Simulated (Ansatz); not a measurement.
**Geometry relaxation of Au (part 2 of 2)**

Au (Immm, 2 atoms in the cell); DFT PBE, scalar-relativistic, plane waves, PAW, no spin polarisation (Ansatz 0.2.0); cutoff 420 eV, 9×6×22 k-mesh, Gaussian smearing of 0.1 eV. The structure derives from a Materials Project entry. It belongs to a series of runs on one base structure; here: film's bulk on the substrate's plane, third vector and atoms relaxed.

Geometry of the input (Å; fractional positions):
```
3.9364  0.0000  0.0000
0.0000  5.5669  0.0000
-1.9682  1.3917  1.5698
Au 0.0000  0.5000  0.0000
Au 0.0000  0.0000  0.0000
```

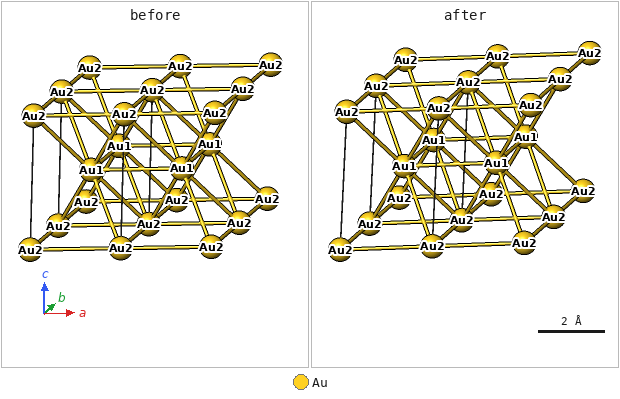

Before (left) and after (right) the relaxation, at one scale (ball-and-stick view of the reduced cell, repeated 2 × 2 × 1, seen slightly off an axis). The atoms keep their places relative to the cell (all moves are under 0.005 Å). Cell: a 2.877 → 2.919 Å (+1.5 %), b 2.877 → 2.920 Å (+1.5 %), c 4.196 → 4.311 Å (+2.7 %), α 85.0° → 82.9°, β 85.0° → 83.0°, γ 86.3° → 84.8°. Volume +4.9 %. Among the contacts that change: Au1–Au1 2.877 → 2.920 Å. The space group stays Immm (No. 71). Over 2 geometry steps the energy falls by 13.6 meV per atom. All forces vanish by symmetry, so only the cell relaxes. Pressure: 8.27 GPa at the start and 1.71 GPa at the end. A last SCF at the same geometry on a re-selected plane-wave basis shifts the energy by −0.3 meV per atom. (Atoms are counted from 1 in the order of the input.)

```
basis re-selected at this cell: Δ(F+E_penalty+E_count) = -5.128e-4 eV, ΔP = -0.007 GPa vs the last step (what re-selecting the basis moved, of the pressure what is left beyond the Pulay correction that the steps carried, after the strain that the cell walked since its last selection, with what the two solves' SCF thresholds leave and, on support functions, any second-order correction that the steps lacked; it is no measure of the basis error at this ecutwfc). This SCF's stress stands 7.94e-2 GPa from its target on what of the cell is left free (relax.cell.stress_tol is 1.00e-1 GPa) and its largest allowed force component is 6.31e-30 eV/Å (relax.f_tol is 1.00e-2 eV/Å): within both
SCF converged after 5 iterations
Free energy (F): -26298.614347 eV
Harris-Foulkes:  -26298.614347 eV  (|F-HF|=0.00e0)
Internal energy: -26298.611523 eV  (E = F + TS)
E sigma→0 (E₀):  -26298.612935 eV
Entropy (-TS):   -0.002824 eV (-1.412 meV/atom)
Fermi energy:    19.162136 eV
--- Per-component energies (eV) ---
  E_band       = -464.091157
  E_kinetic    = 1208.698220
  E_local      = -3602.495495  (includes V_loc(G=0)·N_el)
  E_nonlocal   = 148.438486
  E_hartree    = 1527.118137
  E_xc         = -455.575018
  E_vxc        = -549.856289  (∫ρ·V_xc dr)
  E_paw        = -19413.402934  (= ΣΔE_a)
  E_vpaw       = -723.114965  (= ΣTr[D̂ρ^β])
  E_aug_tail   = 0.002875  (compensation charges beyond the density's cutoff)
  E_ewald      = -5711.395795
  E_smearing   = -0.002824  (= −TS)
  E_closure    = 0.000000  (closes the sum)
  Σ components = -26298.614347   (vs F -26298.614347, Δ=0.00e0)
--- Forces (eV/Å), atoms counted from 1 ---
  atom   1  Au     0.00000000    -0.00000000     0.00000000
  atom   2  Au     0.00000000    -0.00000000     0.00000000
  max |Σ_I F_I| component: 3.79e-29 eV/Å
--- Stress (GPa, compression-positive) ---
        0.350584      -0.209258       0.005400
       -0.209258       4.810050      -0.062890
        0.005400      -0.062890      -0.028816
  P = ⅓ Tr σ = 1.7106 GPa (17.106 kbar)
--- Band table (eV; the first three rows and the last of 596) ---
  k-point 0: bands = ["-86.1748", "-86.1607", "-37.7677", "-37.5991", "-37.5628", "-37.5438", "-37.5342", "-37.5222", "9.8106", "12.4913", "12.8553", "13.9249", "14.5987", "15.2479", "15.8609", "16.6011", "16.6249", "17.5065", "17.5981", "19.9595", "24.1859", "29.5595", "29.6738"]
  k-point 1: bands = ["-86.1745", "-86.1607", "-37.7664", "-37.5992", "-37.5625", "-37.5451", "-37.5374", "-37.5262", "9.9502", "12.5692", "12.9237", "13.9287", "14.5896", "15.2884", "15.8552", "16.4372", "16.6036", "17.3594", "17.3999", "19.9303", "24.7062", "29.6158", "29.7491"]
  k-point 2: bands = ["-86.1736", "-86.1608", "-37.7630", "-37.5996", "-37.5619", "-37.5492", "-37.5462", "-37.5371", "10.3572", "12.7977", "13.1227", "13.9491", "14.5534", "15.4073", "15.8454", "15.9105", "16.6183", "16.8748", "17.1009", "19.8530", "25.9729", "29.7933", "29.9434"]
  k-point 595: bands = ["-86.1675", "-86.1618", "-37.7651", "-37.6797", "-37.5852", "-37.5738", "-37.5579", "-37.5253", "12.1746", "12.5013", "13.7982", "14.5655", "14.9858", "15.5011", "16.2697", "16.4074", "16.6757", "17.2573", "18.2138", "18.3780", "22.1029", "24.6297", "31.9184"]
--- Relaxed structure (3 steps of the walk, 3 accepted, 1 SCFs on fresh bases) ---
  F+E_penalty+E_count = -26298.61434713 eV   max|allowed force component| = 6.311e-30 eV/Å   (the final SCF, on the basis selected at the relaxed cell)
  cell:  # Å, volume = 36.0769 Å³
    - [3.9364224233248564, -4.222364587047213e-8, 0.0012083943984999587]
    - [-5.971325264289217e-8, 5.566942227006205, 0.0003890395182104348]
    - [-1.9677293210317577, 1.3918452843107412, 1.6457992296363697]
  atoms:
    - { symbol: Au, position: [-6.776263578034403e-21, 0.5, 0.0] }
    - { symbol: Au, position: [0.0, 0.0, 0.0] }
```

## Trajectory as extended XYZ (Å, eV, eV/Å), 4 frames, from step=1 to step=4
```
2
Lattice="3.9364 0.0000 0.0000 0.0000 5.5669 0.0000 -1.9682 1.3917 1.5698" Properties=species:S:1:pos:R:3:forces:R:3 step=1 energy=-26298.58657 pressure_GPa=8.27
Au    0.0000    2.7835    0.0000    0.0000   0.0000   0.0000
Au    0.0000    0.0000    0.0000    0.0000   0.0000   0.0000
2
Lattice="3.9364 0.0000 0.0007 0.0000 5.5669 0.0036 -1.9679 1.3928 1.6485" Properties=species:S:1:pos:R:3:forces:R:3 step=2 energy=-26298.61379 pressure_GPa=1.60
Au    0.0000    2.7835    0.0018    0.0000   0.0000   0.0000
Au    0.0000    0.0000    0.0000    0.0000   0.0000   0.0000
2
Lattice="3.9364 0.0000 0.0012 0.0000 5.5669 0.0004 -1.9677 1.3918 1.6458" Properties=species:S:1:pos:R:3:forces:R:3 step=3 energy=-26298.61383 pressure_GPa=1.72
Au    0.0000    2.7835    0.0002    0.0000   0.0000   0.0000
Au    0.0000    0.0000    0.0000    0.0000   0.0000   0.0000
2
Lattice="3.9364 0.0000 0.0012 0.0000 5.5669 0.0004 -1.9677 1.3918 1.6458" Properties=species:S:1:pos:R:3:forces:R:3 step=4 energy=-26298.61435 pressure_GPa=1.71
Au    0.0000    2.7835    0.0002    0.0000   0.0000   0.0000
Au    0.0000    0.0000    0.0000    0.0000   0.0000   0.0000
```

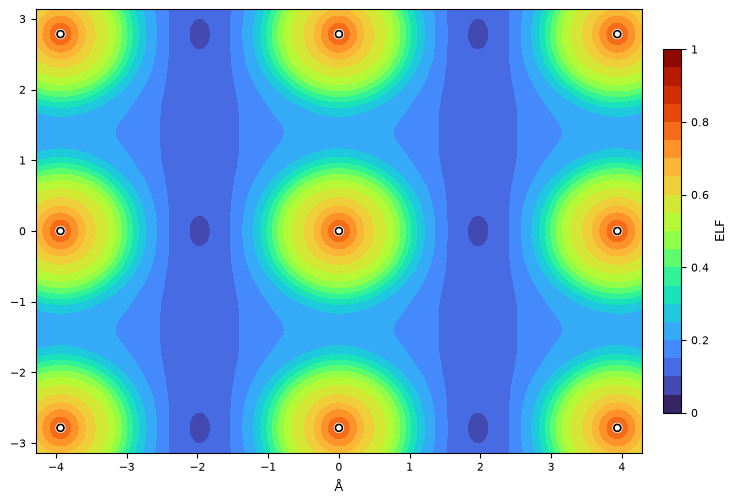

ELF on the (001) plane of the calculation cell. Circles mark the nuclei in the plane (Au). Au–Au (2.78 Å): the ELF is about 0.25 at the midpoint (no localised pair between them). The strong features right at Au lie inside the PAW spheres (semicore, d or f shells) and say nothing about bonding. In a PAW calculation such maps are meaningful between the atoms, not at the nuclei.

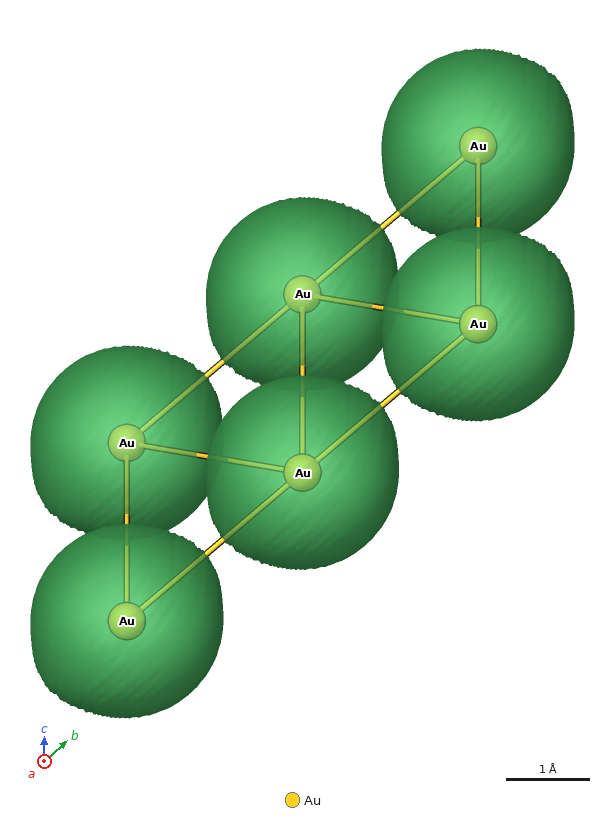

Isosurface of the valence charge density (pseudo) at 0.4 e/Å³ (green), seen along the a axis. Sticks mark near contacts. The outline is the calculation cell. At this value the density breaks into separate islands; it holds about 85 % of the electrons treated as valence (semicore included). It is pinched off along the Au–Au (2.78 Å) and Au–Au (2.92 Å) contacts. On the grid the lowest density along these lines, outside the cores, is 0.32 e/Å³ (Au–Au, 2.78 Å) and 0.27 e/Å³ (Au–Au, 2.92 Å).

## Results in brief

| quantity | value |
| --- | --- |
| outcome | converged |
| space group (tolerance 0.01 Å) | Immm (71) |
| electrons treated | 38 |
| free energy | −26298.6143 eV |
| Fermi energy | 19.162 eV |
| gap on the k-point mesh | none (metallic) |
| pressure | 1.71 GPa |
| final volume | 36.08 Å³ |
| largest force (length of the vector) at the end | under 0.001 eV/Å |
| final cell | a = 3.936 Å, b = 5.567 Å, c = 2.919 Å, α = 61.51°, β = 132.38°, γ = 90.00° |
| wall time | 14 s (CPU time 99 s) |
| peak memory | 0.78 GiB |

## Notes

The program warns: the k-point mesh lowers the symmetry that the run can use. Spin–orbit coupling is left out, which matters for Au.
